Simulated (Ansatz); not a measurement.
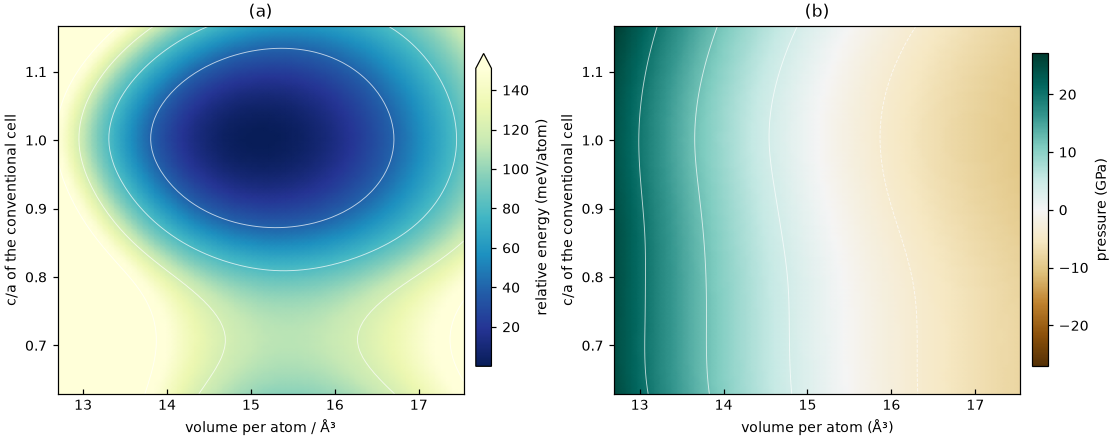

Al (Fm-3m, No. 225; 1 atom in the cell). The energy is mapped over volume and the cell's shape. Coordinates scanned: (1) volume per atom; (2) c/a of the conventional cell. Nothing is relaxed (symmetry fixes all fractional coordinates). The grid has 7 × 9 points. Points are written as (first, second). All energies are given in meV/atom relative to the lowest grid point. All numbers below come from Ansatz 0.2.0, DFT LDA+D3(BJ), scalar-relativistic, plane waves, PAW. Settings: cutoff 420 eV, k-mesh 22×22×22, gaussian smearing 0.15 eV, no spin polarisation.

Panel (a) is the energy; panel (b) is the computed pressure, in GPa.

In the figure: a smooth colour map with a few white contour lines, one colour for all values above the top of the scale. Between grid points the surface is interpolated.

Question: How does the pressure vary over the map, and what is it at the lowest grid point?

Answer: It runs from −9.9 GPa at (17.53 Å³, 1.000) [fcc] to 27.1 GPa at (12.70 Å³, 1.167). At the lowest grid point, (15.12 Å³, 1.000) [fcc], it is 0.1 GPa. The pressure is minus the slope of the energy with volume, so it vanishes at the true minimum, which need not be a grid point.

| c/a of the conventional cell ↓, volume per atom → | 12.70 | 13.50 | 14.31 | 15.12 | 15.92 | 16.73 | 17.53 |
| --- | --- | --- | --- | --- | --- | --- | --- |
| 1.167 | 27.1 | 16.5 | 8.5 | 2.4 | −2.3 | −5.8 | −8.4 |
| 1.080 | 24.9 | 14.4 | 6.5 | 0.6 | −3.8 | −7.1 | −9.5 |
| 1.000 | 24.2 | 13.7 | 5.8 | 0.1 | −4.3 | −7.5 | −9.9 |
| 0.926 | 24.5 | 14.2 | 6.4 | 0.5 | −3.9 | −7.1 | −9.5 |
| 0.857 | 25.0 | 14.7 | 7.0 | 1.2 | −3.1 | −6.4 | −8.8 |
| 0.793 | 25.0 | 15.0 | 7.4 | 1.7 | −2.6 | −5.8 | −8.2 |
| 0.734 | 24.8 | 15.0 | 7.5 | 1.9 | −2.4 | −5.6 | −8.0 |
| 0.680 | 24.8 | 15.0 | 7.5 | 1.9 | −2.4 | −5.6 | −8.0 |
| 0.629 | 25.4 | 15.3 | 7.8 | 2.0 | −2.3 | −5.6 | −8.0 |

PAW datasets: the set soft_1.
